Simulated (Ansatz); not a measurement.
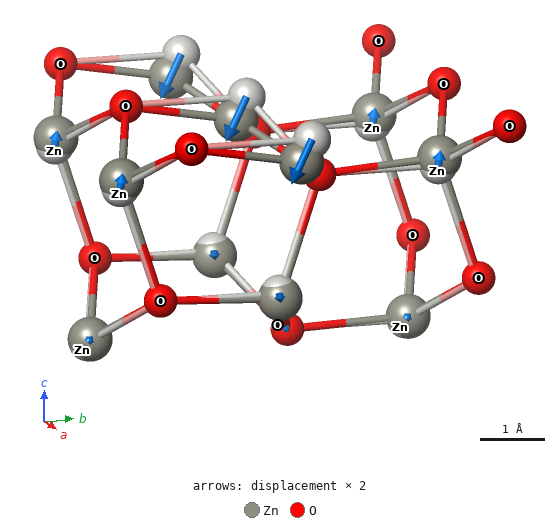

This is a relaxation of a slab of composition ZnO (cut from the P6_3mc phase). The starting structure is drawn faded, the final one solid; blue arrows show the displacements, magnified 2 times.

A ball-and-stick model of the atoms within 5.0 Å of the atom that moves most (axes of the 2 × 2 repeat of the cell, outlined in the plane, without the vacuum (origin shifted)), seen slightly off an axis.

Case: (1 0 0) slab, atoms relaxed. The slab is the (1 0 0) face of ZnO.

Method: DFT PBE, scalar-relativistic, plane waves, PAW in Ansatz 0.2.0. (plane-wave cutoff 420 eV; k-point mesh 8 × 5 × 1; occupations gaussian; smearing width 0.05 eV; no spin polarisation; dipole correction; atoms relaxed in a fixed cell; force threshold 0.02 eV/Å; at most 60 steps)

> Describe the change and its energy.

The largest moves relative to the layer's centre, 0.39 Å, are those of Zn atoms. Largest moves by element: Zn 0.39 Å, O 0.04 Å. The cell stays as it was. Some distances before and after: O–Zn 2.007 → 1.863 Å, O–Zn 1.999 → 2.097 Å, O–Zn 1.999 → 1.931 Å, O–Zn 1.999 → 2.066 Å. Bond angles that change, for instance: Zn–O–Zn 110.3° → 99.1°, O–Zn–O 108.7° → 118.9°, Zn–O–Zn 110.3° → 116.2°. The energy falls by 0.752 eV per cell of the calculation in 4 accepted moves (5 points after the start). Largest force component: 1.4 eV/Å at the start, 0.015 eV/Å at the end. The line search rejected the trial step at point 4 of the run. The run took 110 s on 4 threads of Arm Neoverse V2 (shared host), peak memory 1.3 GiB.
